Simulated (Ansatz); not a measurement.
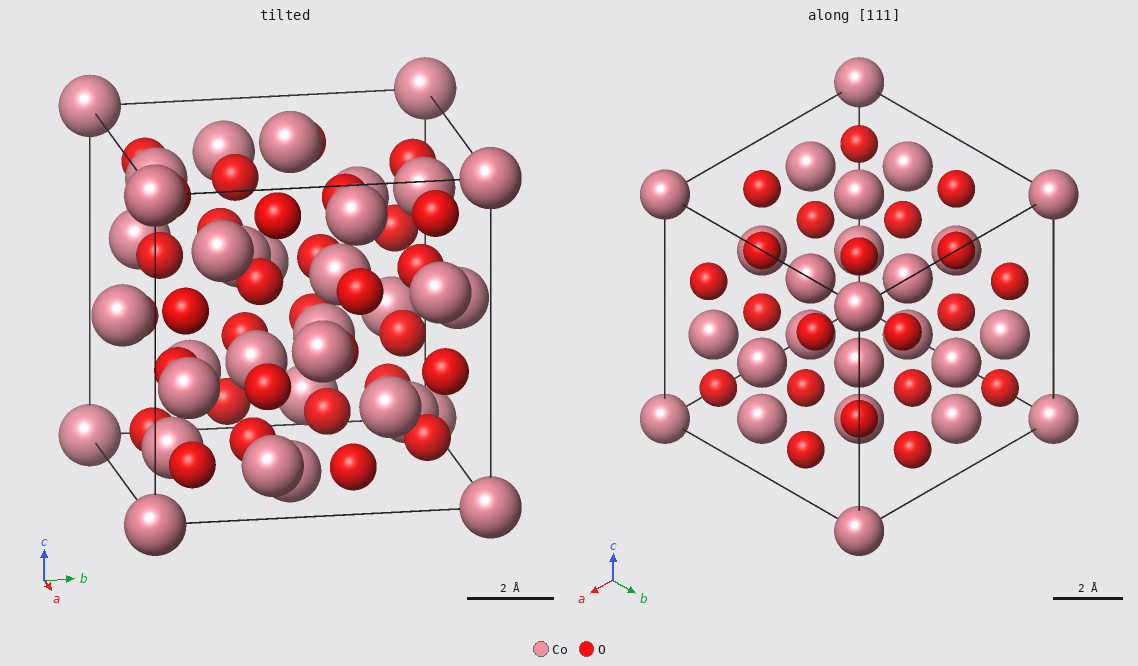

This spheres-only model is shown slightly off an axis and along [111]. The lines enclose the conventional unit cell; boundary atoms appear with their images. Cell: a = 7.984 Å, b = 7.984 Å, c = 7.984 Å, α = 90.00°, β = 90.00°, γ = 90.00°.

Summary of the structure:

- It has the composition Co3O4.
- The lattice is face-centred cubic and the space group Fd-3m (No. 227).
- Cell content 24 Co, 32 O; Z = 8.
- The coordination shell of O holds four Co in a distorted tetrahedral arrangement at about 1.9 Å. Co takes two kinds of site: 8a with four O in a tetrahedral arrangement at about 1.9 Å; 16d with six O in a distorted octahedral arrangement at about 1.9 Å.

Provenance: a structure listed in the Materials Project. A relaxation with Ansatz, DFT PBEsol, scalar-relativistic, plane waves, PAW gave the geometry drawn.
